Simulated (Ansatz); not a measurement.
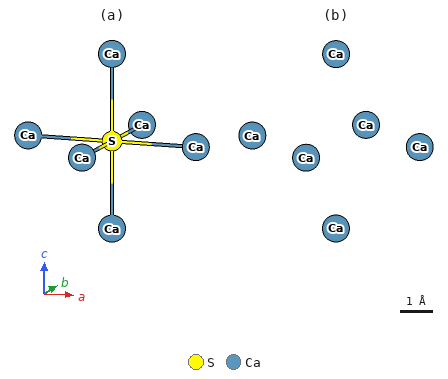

Left: perfect CaS. Right: the same region with one point defect, after relaxing the atoms in a supercell of 64 sites. The picture is a ball-and-stick view of the atoms within 3.3 Å of one point, seen slightly off an axis.

The calculation used DFT, PBEsol, PAW, plane waves in Ansatz. Settings: plane-wave cutoff 420 eV; k-point mesh 1 × 1 × 1; mesh shifted by (0.25, 0.25, 0.25); no spin polarisation. Fermi-Dirac smearing of 0.01 eV. The axes drawn are those of the host's conventional cell.

What kind of defect was made?

Answer. A sulfur atom is taken out (a vacancy).

The charge state of the cell is 0.

How does the lattice respond?

Answer. Around the empty S site the host had 6 Ca at 2.82 Å; after relaxation the nearest atoms are 6 Ca at 2.81 Å. Of the host's atoms, a sulfur atom moves furthest from its site, by 0.01 Å.
